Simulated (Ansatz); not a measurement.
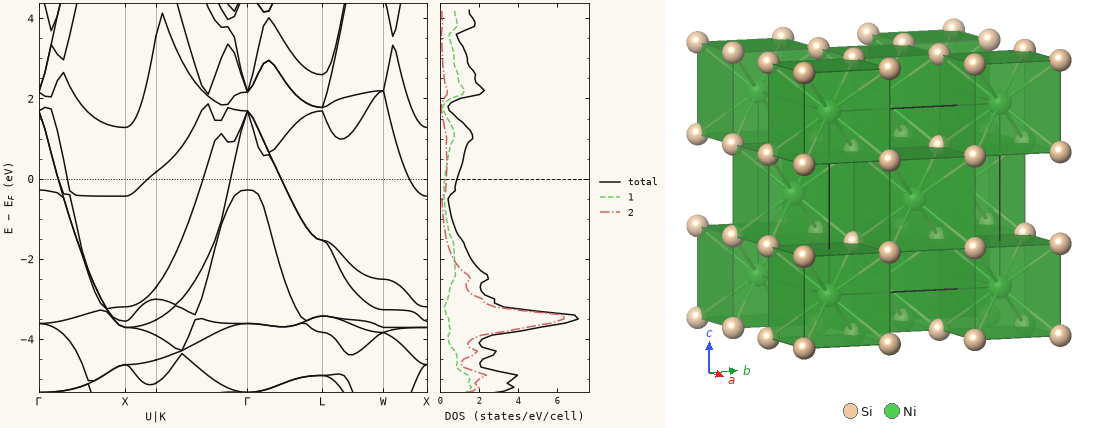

Band structure and density of states, beside the structure. Energies are counted from the Fermi level. The partial curves are projected on Löwdin-orthogonalised atomic shells.

System: Si₂Ni, space group Fm-3m, 3 atoms in the cell; a = 3.81 Å, b = 3.81 Å, c = 3.81 Å, α = 60.00°, β = 60.00°, γ = 60.00°.

Method: DFT PBEsol, scalar-relativistic, plane waves, PAW, no spin polarisation, 14×14×14 k mesh, 420 eV cutoff (Ansatz).

The numbered curves are projections. Which is which? The candidates: Ni 3d, Si 3p.

1 is Si 3p; 2 is Ni 3d.

Metal, semiconductor or insulator?

A metal: 3 bands cross the Fermi level along this path.

The run has no spin polarisation, so a magnetic state may lie lower.
